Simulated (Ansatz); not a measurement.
Take the following structure.

```yaml
crystal:
  lattice:
    - [5.67096, 0.00000, -3.40266]
    - [-2.86774, -4.92985, -3.35949]
    - [-2.86774, 4.92985, -3.35949]
  atoms:
    - { symbol: C, position: [0.42468, 0.28641, 0.67558] }
    - { symbol: C, position: [0.66308, 0.02414, 0.66468] }
    - { symbol: C, position: [0.90432, 0.76444, 0.65559] }
    - { symbol: C, position: [0.42285, 0.53579, 0.42484] }
    - { symbol: C, position: [0.17257, 0.53452, 0.67311] }
    - { symbol: C, position: [0.67380, 0.28684, 0.42688] }
    - { symbol: C, position: [0.92303, 0.03333, 0.42563] }
    - { symbol: C, position: [0.42785, 0.78715, 0.17710] }
    - { symbol: C, position: [0.17426, 0.78604, 0.42813] }
    - { symbol: C, position: [0.67212, 0.53538, 0.17527] }
    - { symbol: C, position: [0.92992, 0.30242, 0.19083] }
    - { symbol: C, position: [0.42538, 0.03404, 0.92568] }
    - { symbol: C, position: [0.16586, 0.02035, 0.16653] }
    - { symbol: C, position: [0.65481, 0.76530, 0.90690] }
    - { symbol: C, position: [0.91514, 0.52774, 0.91690] }
    - { symbol: C, position: [0.18792, 0.30132, 0.93137] }
    - { symbol: C, position: [0.58730, 0.19882, 0.58923] }
    - { symbol: C, position: [0.82794, 0.93887, 0.57991] }
    - { symbol: C, position: [0.08251, 0.69452, 0.58540] }
    - { symbol: C, position: [0.59108, 0.45349, 0.34334] }
    - { symbol: C, position: [0.34094, 0.45295, 0.59245] }
    - { symbol: C, position: [0.84466, 0.20894, 0.34738] }
    - { symbol: C, position: [0.09167, 0.95263, 0.35079] }
    - { symbol: C, position: [0.58482, 0.69546, 0.08519] }
    - { symbol: C, position: [0.34238, 0.70361, 0.34419] }
    - { symbol: C, position: [0.84213, 0.45744, 0.09639] }
    - { symbol: C, position: [0.08273, 0.20555, 0.08544] }
    - { symbol: C, position: [0.57902, 0.93936, 0.83008] }
    - { symbol: C, position: [0.35143, 0.95387, 0.09481] }
    - { symbol: C, position: [0.81636, 0.67516, 0.81801] }
    - { symbol: C, position: [0.09363, 0.45647, 0.84311] }
    - { symbol: C, position: [0.34523, 0.20828, 0.84641] }
    - { symbol: N, position: [0.00000, 0.00000, 0.00000] }
```

> What crystal do these data define?

Formula: C32N. The atoms as placed leave only P1. The cell holds 33 atoms (32 C, 1 N), Z = 1. Around each N lie two C in a bent arrangement at 1.44 to 1.45 Å. The bonds build C32N layers parallel to (111).

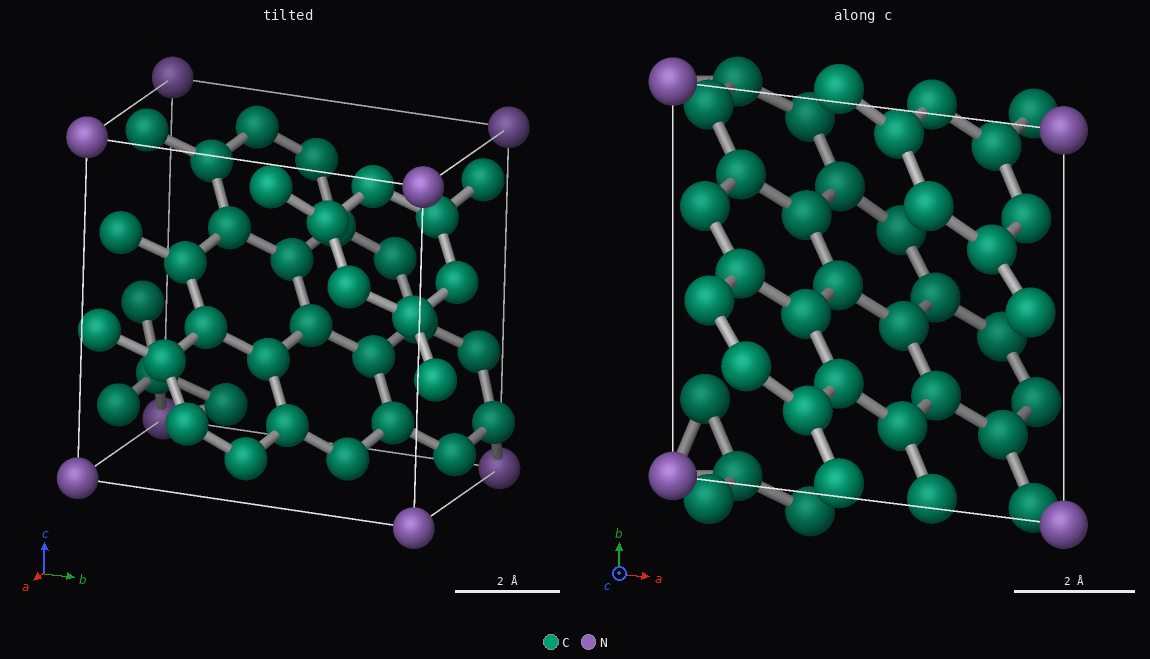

The figure gives a ball-and-stick picture of the atoms, viewed slightly off an axis and along the c axis. The lines enclose the simulation cell; boundary atoms appear with their images.

Origin of the cell: a structure listed in the Materials Project, repeated into a supercell with a point defect put in. The cell was then strained or its atoms displaced on purpose. The atoms were relaxed in a fixed cell with DFT PBE+D3(BJ), scalar-relativistic, plane waves, PAW in Ansatz 0.2.0.
